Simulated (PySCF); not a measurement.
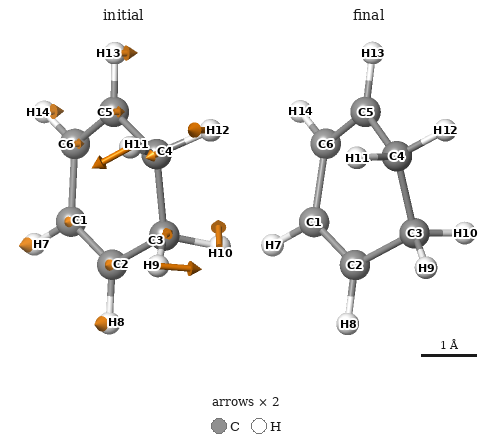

The structure of C₆H₈ before (left) and after (right) a relaxation, at one scale. The orange arrows give the displacements, magnified 2 times.

The picture is a ball-and-stick view, seen from a free direction.

The start comes from MMFF94s.

Theory: PBE0-D3(BJ)/def2-SVP geometry optimisation, gas phase (PySCF 2.14.0, density-fitted response routines). 

Summarise the run.

The largest moves after the best rigid fit, 0.44 Å, are those of H9 and H12. By element the largest moves are H 0.44 Å, C 0.13 Å. Near-neighbour distances that change, for instance: C1–C6 1.441 → 1.463 Å, C3–C4 1.541 → 1.527 Å, C3–H10 1.097 → 1.109 Å, C1–H7 1.086 → 1.093 Å. Among the angles between lasting bonds that change: C2–C3–C4 115.1° → 111.9°, C4–C5–C6 122.5° → 120.2°. Groups turn about C3–C4 by about 30°. Over 9 geometry steps the energy falls by 2.28 kcal/mol. The largest force component goes from 0.45 to 0.013 eV/Å. The run took of the order of 50 core-seconds on a shared host.
